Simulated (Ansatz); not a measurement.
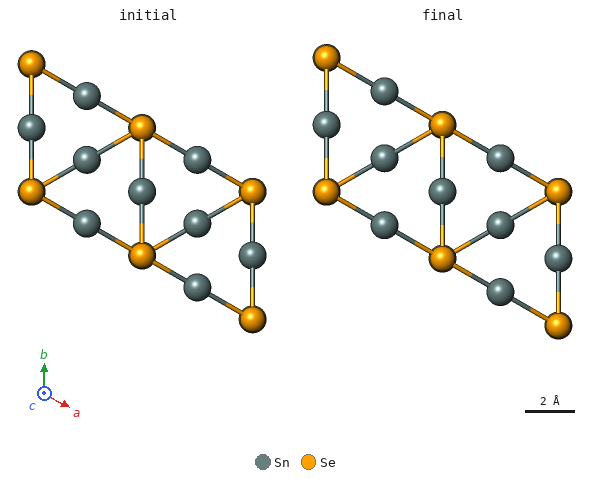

The structure of a crystal of Sn$_{4}$Se (a generated structure, set up in Im-3m) (coarse preliminary run) before (left) and after (right) a relaxation, at one scale.

Style: ball-and-stick. Shown: the cell of the calculation, repeated 2 × 1 × 1 with one cell outlined, along the c axis.

All numbers below come from DFT PBE, scalar-relativistic, plane waves, PAW in Ansatz 0.2.0.

The input:
```yaml
crystal:
  lattice:
    - [-3.25095209, 3.25095209, 3.25095209]
    - [3.25095209, -3.25095209, 3.25095209]
    - [3.25095209, 3.25095209, -3.25095209]
  atoms:
    - { symbol: Sn, position: [0.0, 0.0, 0.5] }
    - { symbol: Sn, position: [0.0, 0.5, 0.0] }
    - { symbol: Sn, position: [0.5, 0.0, 0.0] }
    - { symbol: Sn, position: [0.5, 0.5, 0.5] }
    - { symbol: Se, position: [0.0, 0.0, 0.0] }
basis:
  ecutwfc: 420
kpoints:
  mp_grid: { grid: [4, 4, 4] }
hamiltonian:
  xc: pbe
scf:
  occupations: { method: gaussian, width: 0.1 }
  lower_state_search: "off"
output:
  forces: true
  stress: true
  eigenvalues: true
relax:
  adjacent_minimum: "off"
  f_tol: 0.04
  max_steps: 70
  cell: { stress_tol: 0.4 }
```

Launched with:
```bash
ansatz run input.yaml --threads 1 --pin off --max-ram 2560MiB --backend cpu --events-out ev --progress --plain --runs-dir out
```

> Summarise the run.

The energy falls by 88.5 meV per atom in 1 accepted move (2 points after the start). All forces vanish by symmetry, so only the cell relaxes. The pressure goes from 7.82 to −0.08 GPa. The SCF was repeated once at an unchanged geometry on a basis and grid sized afresh for the cell, which shifted the energy by 0.7 meV per atom at most. The atoms keep their places relative to the cell (all moves are under 0.005 Å). The volume changes by +15.3 %, with a = b = c 5.631 → 5.905 Å (+4.9 %). Near-neighbour distances that change, for instance: Sn1–Se5 2.815 → 2.953 Å. The space group stays Im-3m (No. 229). Cost: 8.4 s on 1 thread of Intel(R) Xeon(R) Platinum 8375C CPU @ 2.90GHz (Ice Lake) (shared host), peak memory 0.48 GiB.
